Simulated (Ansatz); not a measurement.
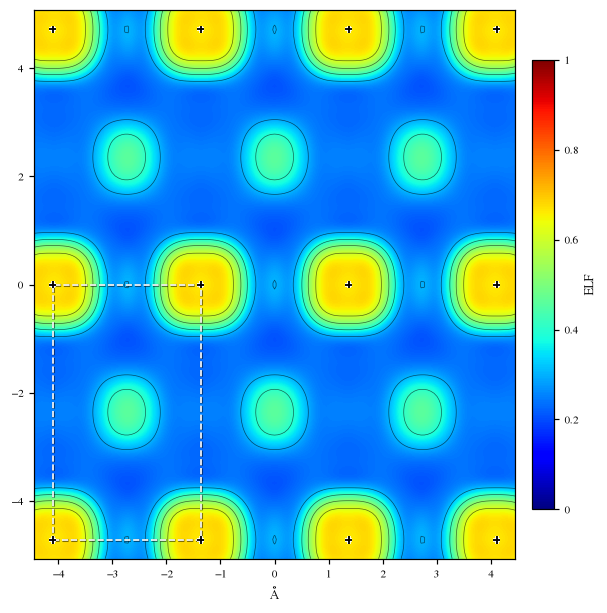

The electron localisation function on a plane through atoms (crosses mark nuclei in the plane).

Method: Ansatz, DFT PBE, scalar-relativistic, plane waves, PAW.

Candidates:
A. AlP, a = 5.51 Å, b = 5.51 Å, c = 5.51 Å, α = 90.00°, β = 90.00°, γ = 90.00°. Space group F-43m.
B. Fe, a = 2.36 Å, b = 2.36 Å, c = 3.74 Å, α = 90.00°, β = 90.00°, γ = 120.00°. Space group P6₃/mmc; a structure from a database of computed crystals, not necessarily the ambient phase; changed on purpose from its base cell (volume × 0.88, shape and atoms relaxed); computed pressure about 50 GPa in this cell; computed without spin polarisation.
C. Pt, a = 2.74 Å, b = 2.74 Å, c = 4.72 Å, α = 90.00°, β = 90.00°, γ = 120.00°. Space group P6₃/mmc; a structure from a database of computed crystals, not necessarily the ambient phase; changed on purpose from its base cell (volume × 0.97, shape and atoms relaxed); computed pressure about 8 GPa in this cell.

Which candidate gave the map?

Answer. Candidate C: Pt on the (010) plane of the conventional cell, which holds Pt. Pt–Pt (2.74 Å): the ELF is about 0.30 at the midpoint (no localised pair shows between them).
